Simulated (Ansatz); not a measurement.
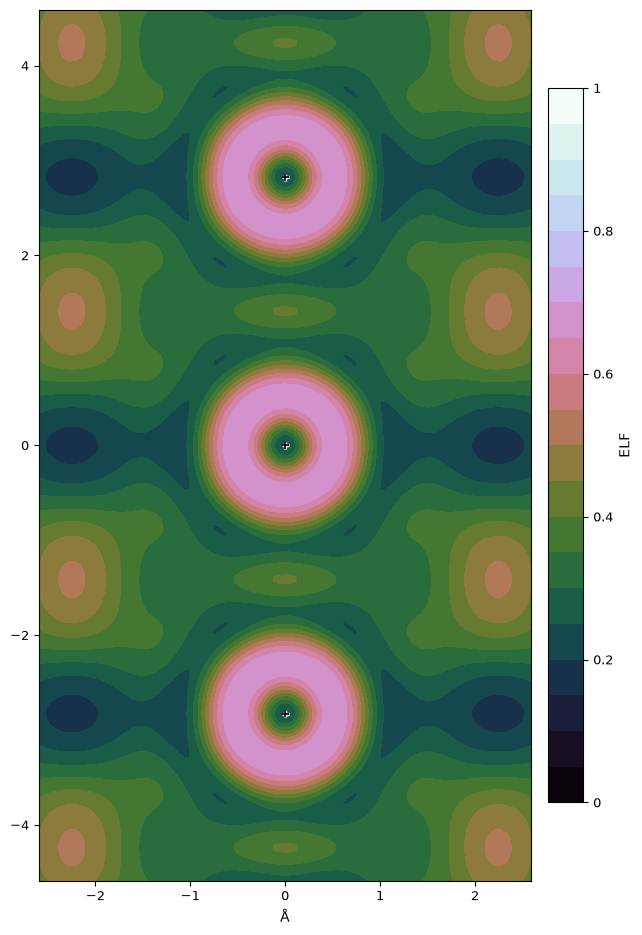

The ELF on a plane through atoms (crosses mark nuclei in the plane).

Level of theory: Ansatz 0.2.0, DFT, PBE, plane waves (420 eV) with PAW, scalar-relativistic.

Candidates:
A. Na, a = 3.69 Å, b = 12.64 Å, c = 3.78 Å, α = 90.00°, β = 118.74°, γ = 90.00°. Space group C2/c; set up as Na, beta-Sn type; a generated structure, not necessarily the stable one; changed on purpose from its base cell (volume × 1.04).
B. Cr, a = 5.30 Å, b = 5.30 Å, c = 5.30 Å, α = 90.00°, β = 90.00°, γ = 90.00°. Space group Fd-3m; set up as Cr, diamond; a generated structure, not necessarily the stable one; changed on purpose from its base cell (volume × 1.12); computed pressure about −9 GPa in this cell; computed without spin polarisation.
C. Os, a = 4.49 Å, b = 4.49 Å, c = 2.83 Å, α = 90.00°, β = 90.00°, γ = 120.00°. Space group P6/mmm; set up as Os, omega (AlB2-type); a generated structure, not necessarily the stable one; changed on purpose from its base cell (volume × 1.12); computed pressure about −32 GPa in this cell; computed without spin polarisation.

Which candidate gave the map?

Answer. Candidate C: Os on the (100) plane of the conventional cell, which holds Os. Os–Os (2.83 Å): the ELF is about 0.40 at the midpoint.
